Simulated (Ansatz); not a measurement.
## Geometry relaxation of GaCo (part 1 of 2)

System: GaCo (Pm-3m, 8 atoms in the cell).
Method: DFT PBE, scalar-relativistic, plane waves, PAW, spin-polarised (Ansatz 0.2.0).

The structure derives from a Materials Project entry. It belongs to a series of runs on one base structure; here: 0 of 4 Co sites taken by Mg, cell and atoms relaxed. Figures and captions count atoms from 1; the log counts them from 0 in places.

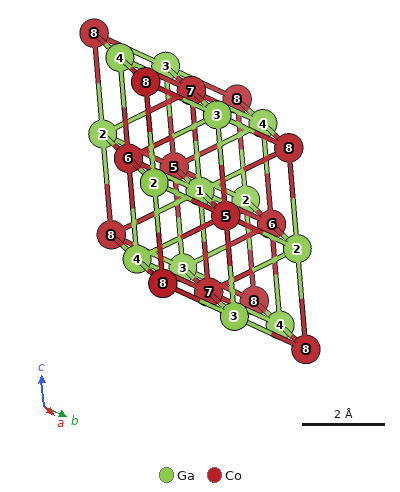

**Figure 1.** The input geometry (ball-and-stick view of the cell of the calculation, seen slightly off an axis; atoms are numbered from 1 in the order of the input). Near neighbours in the crystal (not all of them lie inside the picture): Ga has 8 Co at 2.50 Å; Co has 8 Ga at 2.50 Å.

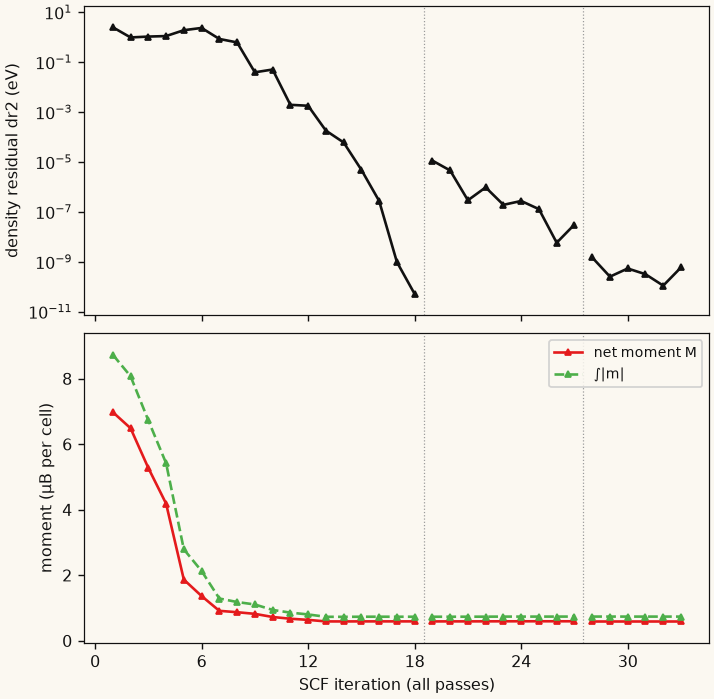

**Figure 2.** Convergence of the self-consistent field: density residual dr2 and magnetic moment against the SCF iteration. The dotted lines part the SCF passes of the relaxation: geometry steps, rejected trials and re-solves on a re-selected basis. The passes take 18, 9 and 6 iterations. The net moment goes from 7.0 to 0.6 μB per cell.

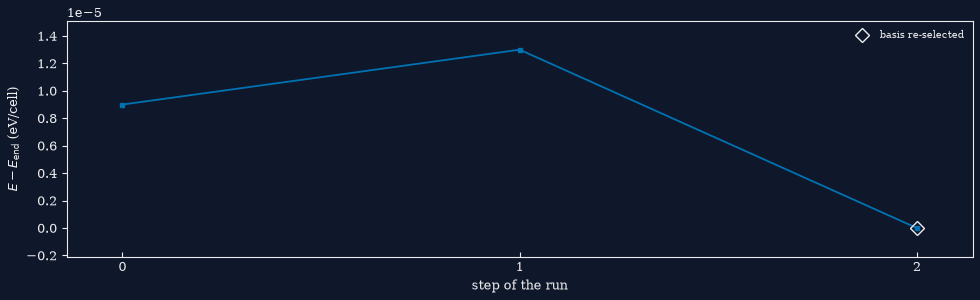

**Figure 3.** Progress of the relaxation, step by step (the first geometry is step 0 here and step 1 in the log). After 1 geometry step the energy has risen by next to nothing (0.0 meV per cell of the calculation). All forces vanish by symmetry, so only the cell relaxes. Pressure: 0.17 GPa at the start and 0.06 GPa at the end. The atoms keep their places relative to the cell (all moves are under 0.005 Å). Cell: a = b = c 4.991 → 4.992 Å (0.0 %). Volume +0.1 %. The space group stays Pm-3m (No. 221). A last SCF at the same geometry on a re-selected plane-wave basis shifts the energy by next to nothing (0.0 meV per cell of the calculation).

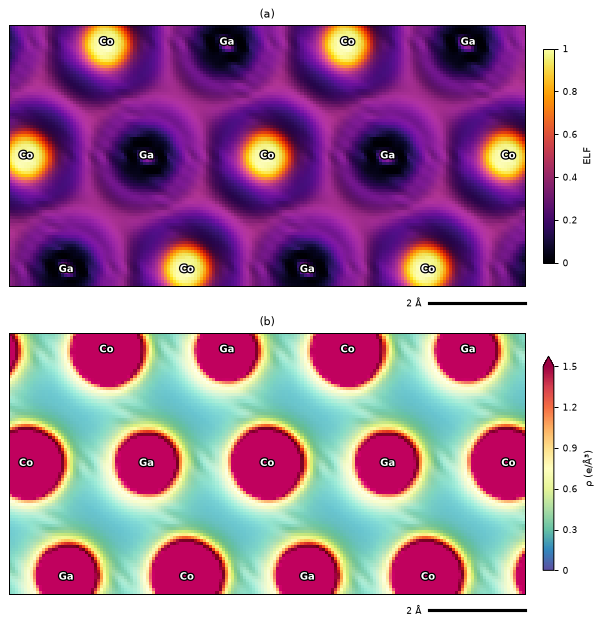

**Figure 4.** (a) electron localisation function; (b) valence pseudo-density on the (001) plane of the calculation cell. The section cuts through Ga and Co sites. Ga–Co (2.50 Å): ρ at the midpoint is about 0.34 e/Å³; the ELF is about 0.30 at the midpoint; no shared electron pair. Away from the nuclei the density in this plane falls to 0.23 e/Å³ at its lowest. The strong features right at Co lie inside the PAW spheres (semicore, d or f shells) and say nothing about bonding. The fields are those of the smooth PAW valence density.

The input and output of the run follow.

## The input
```yaml
crystal:
  lattice:
    - [-2.88142972, 2.88142972, 2.88142972]
    - [2.88142972, -2.88142972, 2.88142972]
    - [2.88142972, 2.88142972, -2.88142972]
  atoms:
    - { symbol: Ga, position: [0.5, 0.5, 0.5] }
    - { symbol: Ga, position: [0.0, 0.0, 0.5] }
    - { symbol: Ga, position: [0.0, 0.5, 0.0] }
    - { symbol: Ga, position: [0.5, 0.0, 0.0] }
    - { symbol: Co, position: [0.0, 0.5, 0.5], spin: 3.0 }
    - { symbol: Co, position: [0.5, 0.0, 0.5], spin: 3.0 }
    - { symbol: Co, position: [0.5, 0.5, 0.0], spin: 3.0 }
    - { symbol: Co, position: [0.0, 0.0, 0.0], spin: 3.0 }
basis:
  ecutwfc: 420
kpoints:
  mp_grid: { grid: [8, 8, 8] }
hamiltonian:
  xc: pbe
scf:
  occupations: { method: gaussian, width: 0.1 }
output:
  forces: true
  stress: true
  eigenvalues: true
  populations: true
  write_density: true
  write_potential: true
  elf: true
  volumetric_format: npy
magnetization:
  spin_polarized: true
relax:
  adjacent_minimum: "off"
  f_tol: 0.015
  max_steps: 60
  cell: { stress_tol: 0.15 }
```

Launched with:
```bash
ansatz run input.yaml --threads 1 --pin off --max-ram 2560MiB --backend cpu --events-out ev --progress --plain --runs-dir out
```

## The program's output
```
Engine: ansatz 0.2.0, x86_64-unknown-linux-gnu
Pseudopotentials: kind: paw
Pseudopotential: Ga, paw, valence charge 13, recommended cutoff 420 eV (normal), Ga.paw.azcp
Pseudopotential: Co, paw, valence charge 17, recommended cutoff 420 eV (normal), Co.paw.azcp
Functional definition: PBE
  parameter kappa = 0.804
  parameter beta = 0.06672455060314922
  exchange = pbe_x(kappa = kappa, mu = beta*pi^2/3)
  correlation = pbe_c(beta = beta)
Crystal: 8 atoms, lattice volume = 95.694 Å³
Basis set: ecut = 420 eV, 1865 PW (Γ), exchange–correlation on 72×72×72 points (8 copies of the dense FFT grid, shifted against one another)
Bands: 80, of which v1, the nominal top of the filled ones, is band 60 counted from 1 (59 counted from 0)
Symmetry: 192 space group operations
Space group: Pm-3m (ITA 221), of the structure as read, at distance tolerance 4.6e-5 Å
Magnetic group: BNS 221.92 (UNI 1594), of the structure as read, at distance tolerance 4.6e-5 Å
k-points: 29 of 512
Non-local potential: Ga, projectors of the file, l = 0: 2, l = 1: 2, l = 2: 3, l = 3: 1
Non-local potential: Co, projectors of the file, l = 0: 3, l = 1: 2, l = 2: 3, l = 3: 1
PAW form: soft (Blöchl's): semilocal exchange-correlation on the pseudo side does not see the compensation charge
PAW one-centre angular grid: Ga, 590 points (default); XC on 64 Gauss nodes
PAW one-centre angular grid: Co, 590 points (default); XC on 64 Gauss nodes
Initial density: superposition of atomic densities (chi_scale 0.1, normalization cell)
Starting moments: Σ|m| = 12 μB on 4 of 8 sites
Initial wavefunctions: pseudopotential atomic-orbital guess
Functional: x = pbe(κ = 0.804, μ = 0.2195149727645171), c = pbe(β = 0.06672455060314922)
iter 1 solved again at ethr=2.06e-3 eV; its pass at ethr=3.10e-3 eV (dr2=2.47e0 eV) is discarded
SCF iter   1: F=—  HF=-35628.760645 eV  |F-HF|=—  |Δ(HF+E_count)|=         —  Δρ=9.70e-2 (↑9.70e-2 ↓5.38e-2)  dr2=2.48e0  dr2_m=4.53e0  M=6.983 μB ∫|m|=8.736 μB  β_m=0.30  ethr=2.06e-3  ⟨swp⟩=1.4  Hψ=20697  notcnv=0
Mixer restart at iter 1: flushing history
preconditioner: auto → Kerker (q_TF=auto, 2.833 Å⁻¹)  [metal: Δε(μ)=0.003 eV  Ē_g=14.284 eV  σ=0.100 eV  W_gap=0.02  n_scr=42 (ndim 8)  ℏωp=35.6 eV  f_vac=0.000  D(μ)=10.70/eV (n_scr^D=140)]
spin=Collinear: Kerker preconditioning applied to the charge; magnetization (m = ρ↑ − ρ↓) channel mixes plain (no charge-response kernel on spin).
SCF iter   2: F=—  HF=-35630.043635 eV  |F-HF|=—  |Δ(HF+E_count)|=    1.28e0  Δρ=7.03e-2 (↑6.24e-2 ↓7.03e-2)  dr2=9.69e-1  dr2_m=3.67e0  M=6.492 μB ∫|m|=8.079 μB  β_m=0.65  ethr=2.06e-3  ⟨swp⟩=2.7  Hψ=7546  notcnv=0  defer=2
SCF iter   3: F=—  HF=-35635.213501 eV  |F-HF|=—  |Δ(HF+E_count)|=    5.17e0  Δρ=6.47e-2 (↑4.44e-2 ↓6.47e-2)  dr2=1.05e0  dr2_m=2.52e0  M=5.279 μB ∫|m|=6.732 μB  β_m=0.56  ethr=8.08e-4  ⟨swp⟩=3.0  Hψ=7759  notcnv=0  defer=518
SCF iter   4: F=—  HF=-35637.280849 eV  |F-HF|=—  |Δ(HF+E_count)|=    2.07e0  Δρ=4.91e-2 (↑1.77e-2 ↓4.91e-2)  dr2=1.10e0  dr2_m=9.22e-1  M=4.192 μB ∫|m|=5.426 μB  β_m=0.80  ethr=8.08e-4  ⟨swp⟩=3.0  Hψ=8227  notcnv=0  defer=626
SCF iter   5: F=—  HF=-35638.603675 eV  |F-HF|=—  |Δ(HF+E_count)|=    1.32e0  Δρ=4.21e-2 (↑4.21e-2 ↓1.47e-2)  dr2=1.89e0  dr2_m=1.89e-1  M=1.871 μB ∫|m|=2.795 μB  β_m=0.69  ethr=8.08e-4  ⟨swp⟩=3.0  Hψ=9329  notcnv=0  defer=641
SCF iter   6: F=—  HF=-35638.632061 eV  |F-HF|=—  |Δ(HF+E_count)|=   2.84e-2  Δρ=3.98e-2 (↑3.98e-2 ↓2.10e-2)  dr2=2.33e0  dr2_m=9.29e-2  M=1.370 μB ∫|m|=2.134 μB  β_m=0.85  ethr=8.08e-4  ⟨swp⟩=2.1  Hψ=8373  notcnv=0  defer=646
SCF iter   7: F=—  HF=-35638.715635 eV  |F-HF|=—  |Δ(HF+E_count)|=         —  Δρ=2.21e-2 (↑2.21e-2 ↓1.22e-2)  dr2=8.43e-1  dr2_m=2.98e-2  M=0.918 μB ∫|m|=1.294 μB  β_m=0.85  ethr=8.08e-4  ⟨swp⟩=2.0  Hψ=5506  notcnv=0  defer=646
Mixer restart at iter 7: flushing history
SCF iter   8: F=—  HF=-35638.939224 eV  |F-HF|=—  |Δ(HF+E_count)|=   2.24e-1  Δρ=2.24e-2 (↑1.71e-2 ↓2.24e-2)  dr2=6.12e-1  dr2_m=7.81e-3  M=0.876 μB ∫|m|=1.187 μB  β_m=0.65  ethr=7.03e-4  ⟨swp⟩=2.9  Hψ=9510  notcnv=0  defer=637
SCF iter   9: F=—  HF=-35638.732285 eV  |F-HF|=—  |Δ(HF+E_count)|=   2.07e-1  Δρ=6.07e-3 (↑6.07e-3 ↓2.93e-3)  dr2=3.88e-2  dr2_m=1.41e-2  M=0.826 μB ∫|m|=1.112 μB  β_m=0.82  ethr=5.10e-4  ⟨swp⟩=3.1  Hψ=7940  notcnv=0  defer=634
SCF iter  10: F=—  HF=-35638.733211 eV  |F-HF|=—  |Δ(HF+E_count)|=   9.26e-4  Δρ=6.71e-3 (↑2.91e-3 ↓6.71e-3)  dr2=5.02e-2  dr2_m=3.42e-3  M=0.730 μB ∫|m|=0.946 μB  β_m=0.82  ethr=3.23e-5  ⟨swp⟩=2.0  Hψ=6751  notcnv=0  defer=633
SCF iter  11: F=—  HF=-35638.731171 eV  |F-HF|=—  |Δ(HF+E_count)|=   2.04e-3  Δρ=2.04e-3 (↑2.04e-3 ↓1.44e-3)  dr2=1.93e-3  dr2_m=1.70e-3  M=0.677 μB ∫|m|=0.863 μB  β_m=0.70  ethr=3.23e-5  ⟨swp⟩=2.0  Hψ=7925  notcnv=0  defer=633
SCF iter  12: F=—  HF=-35638.727661 eV  |F-HF|=—  |Δ(HF+E_count)|=   3.51e-3  Δρ=1.84e-3 (↑1.84e-3 ↓3.86e-4)  dr2=1.77e-3  dr2_m=6.49e-4  M=0.642 μB ∫|m|=0.808 μB  β_m=0.85  ethr=1.60e-6  ⟨swp⟩=2.1  Hψ=8287  notcnv=0  defer=632
SCF iter  13: F=—  HF=-35638.728578 eV  |F-HF|=—  |Δ(HF+E_count)|=   9.17e-4  Δρ=2.36e-4 (↑2.36e-4 ↓2.02e-4)  dr2=1.79e-4  dr2_m=1.04e-5  M=0.595 μB ∫|m|=0.736 μB  β_m=0.92  ethr=1.47e-6  ⟨swp⟩=2.0  Hψ=8102  notcnv=0  defer=632
SCF iter  14: F=—  HF=-35638.728526 eV  |F-HF|=—  |Δ(HF+E_count)|=   5.14e-5  Δρ=1.39e-4 (↑1.39e-4 ↓1.10e-4)  dr2=5.98e-5  dr2_m=2.80e-7  M=0.594 μB ∫|m|=0.735 μB  β_m=0.96  ethr=1.49e-7  ⟨swp⟩=2.3  Hψ=7265  notcnv=0  defer=632
SCF iter  15: F=—  HF=-35638.728513 eV  |F-HF|=—  |Δ(HF+E_count)|=   1.33e-5  Δρ=4.41e-5 (↑4.41e-5 ↓4.10e-5)  dr2=4.79e-6  dr2_m=2.30e-9  M=0.596 μB ∫|m|=0.738 μB  β_m=0.98  ethr=4.98e-8  ⟨swp⟩=2.0  Hψ=5928  notcnv=0  defer=632
SCF iter  16: F=—  HF=-35638.728513 eV  |F-HF|=—  |Δ(HF+E_count)|=   9.66e-8  Δρ=1.30e-5 (↑1.30e-5 ↓7.77e-6)  dr2=2.71e-7  dr2_m=6.39e-9  M=0.596 μB ∫|m|=0.739 μB  β_m=0.99  ethr=3.99e-9  ⟨swp⟩=2.0  Hψ=5330  notcnv=0  defer=632
SCF iter  17: F=—  HF=-35638.728513 eV  |F-HF|=—  |Δ(HF+E_count)|=   1.53e-8  Δρ=1.43e-6 (↑5.23e-7 ↓1.43e-6)  dr2=9.67e-10  dr2_m=6.74e-10  M=0.596 μB ∫|m|=0.738 μB  β_m=1.00  ethr=2.26e-10  ⟨swp⟩=2.0  Hψ=5470  notcnv=0  defer=632
SCF iter  18: F=-35638.728513 eV  HF=-35638.728513 eV  |F-HF|=2.18e-11  |Δ(HF+E_count)|=  2.91e-10  Δρ=1.26e-7 (↑1.26e-7 ↓1.14e-7)  dr2=5.04e-11  dr2_m=2.69e-13  M=0.596 μB ∫|m|=0.738 μB  ethr=1.00e-12  ⟨swp⟩=9.9  Hψ=29648  notcnv=0
SCF 1 converged in 18 iterations: F = -35638.728513 eV  dr2 = 5.04e-11
  greatest PAW one-centre occupation: 1.001 electrons in one spin orbital (limit 2), on the Co atom at site 7 (counted from 0), in its partial waves of l = 1
relax step   1: F+E_penalty+E_count = -35638.72851331 eV  Δ(F+E_penalty+E_count) = +0.000e0 eV  max|allowed force component| = 8.130e-29 eV/Å  Δτ_max = 0.0000 Å  P = +0.166 GPa  Ω = 95.694 Å³  (18 SCF iters, accepted)
Crystal: 8 atoms, lattice volume = 95.754 Å³
Initial density: handed on by an earlier stage of this run
Starting moments: Σ|m| = 12 μB on 4 of 8 sites; this step starts from the density that it was given
Initial wavefunctions: those handed on with the density
iter 1 solved again at ethr=6.58e-9 eV; its pass at ethr=3.10e-3 eV (dr2=7.89e-6 eV) is discarded
SCF iter   1: F=—  HF=-35638.728506 eV  |F-HF|=—  |Δ(HF+E_count)|=         —  Δρ=1.41e-4 (↑1.41e-4 ↓6.74e-5)  dr2=1.12e-5  dr2_m=6.66e-6  M=0.595 μB ∫|m|=0.738 μB  β_m=0.65  ethr=6.58e-9  ⟨swp⟩=2.2  Hψ=17160  notcnv=0
preconditioner: auto → Kerker (q_TF=auto, 2.501 Å⁻¹)  [metal: Δε(μ)=0.002 eV  Ē_g=14.852 eV  σ=0.100 eV  W_gap=0.01  n_scr=18 (ndim 8)  ℏωp=35.6 eV  f_vac=0.000  D(μ)=6.29/eV (n_scr^D=78)]
spin=Collinear: Kerker preconditioning applied to the charge; magnetization (m = ρ↑ − ρ↓) channel mixes plain (no charge-response kernel on spin).
SCF iter   2: F=—  HF=-35638.728504 eV  |F-HF|=—  |Δ(HF+E_count)|=   1.47e-6  Δρ=8.59e-5 (↑4.21e-5 ↓8.59e-5)  dr2=4.50e-6  dr2_m=1.64e-6  M=0.596 μB ∫|m|=0.738 μB  β_m=0.43  ethr=6.58e-9  ⟨swp⟩=2.0  Hψ=8156  notcnv=0
SCF iter   3: F=—  HF=-35638.728505 eV  |F-HF|=—  |Δ(HF+E_count)|=   1.03e-6  Δρ=4.94e-5 (↑4.13e-5 ↓4.94e-5)  dr2=2.88e-7  dr2_m=1.72e-6  M=0.596 μB ∫|m|=0.739 μB  β_m=0.71  ethr=3.75e-9  ⟨swp⟩=2.0  Hψ=7718  notcnv=0
SCF iter   4: F=—  HF=-35638.728508 eV  |F-HF|=—  |Δ(HF+E_count)|=   2.61e-6  Δρ=4.16e-5 (↑1.06e-5 ↓4.16e-5)  dr2=9.48e-7  dr2_m=5.69e-7  M=0.597 μB ∫|m|=0.740 μB  β_m=0.86  ethr=2.40e-10  ⟨swp⟩=2.0  Hψ=8149  notcnv=0
SCF iter   5: F=—  HF=-35638.728509 eV  |F-HF|=—  |Δ(HF+E_count)|=   7.91e-7  Δρ=1.62e-5 (↑1.62e-5 ↓6.05e-6)  dr2=1.89e-7  dr2_m=3.26e-8  M=0.598 μB ∫|m|=0.742 μB  β_m=0.91  ethr=2.40e-10  ⟨swp⟩=2.5  Hψ=8443  notcnv=0
SCF iter   6: F=—  HF=-35638.728509 eV  |F-HF|=—  |Δ(HF+E_count)|=   5.85e-8  Δρ=1.50e-5 (↑1.50e-5 ↓7.73e-6)  dr2=2.70e-7  dr2_m=1.36e-8  M=0.599 μB ∫|m|=0.742 μB  β_m=0.91  ethr=1.57e-10  ⟨swp⟩=2.3  Hψ=7362  notcnv=0
SCF iter   7: F=—  HF=-35638.728509 eV  |F-HF|=—  |Δ(HF+E_count)|=  5.68e-10  Δρ=8.48e-6 (↑8.48e-6 ↓4.92e-6)  dr2=1.27e-7  dr2_m=3.00e-9  M=0.599 μB ∫|m|=0.742 μB  β_m=0.96  ethr=1.57e-10  ⟨swp⟩=2.5  Hψ=8254  notcnv=0
SCF iter   8: F=—  HF=-35638.728509 eV  |F-HF|=—  |Δ(HF+E_count)|=   2.14e-8  Δρ=2.64e-6 (↑2.64e-6 ↓7.97e-7)  dr2=5.73e-9  dr2_m=2.25e-9  M=0.599 μB ∫|m|=0.742 μB  β_m=0.98  ethr=1.06e-10  ⟨swp⟩=2.2  Hψ=6369  notcnv=0
SCF iter   9: F=-35638.728509 eV  HF=-35638.728509 eV  |F-HF|=2.57e-8  |Δ(HF+E_count)|=   7.50e-9  Δρ=3.79e-6 (↑2.65e-6 ↓3.79e-6)  dr2=3.07e-8  dr2_m=2.96e-10  M=0.599 μB ∫|m|=0.743 μB  ethr=4.78e-12  ⟨swp⟩=4.7  Hψ=22631  notcnv=0
the starting moments were not kept: the SCF closed with an absolute magnetisation of 7.4e-1 μB, where they sum to 12 μB in size (4 sites). That is at most 0.1 of that sum.
SCF 2 converged in 9 iterations: F = -35638.728509 eV  dr2 = 3.07e-8
```
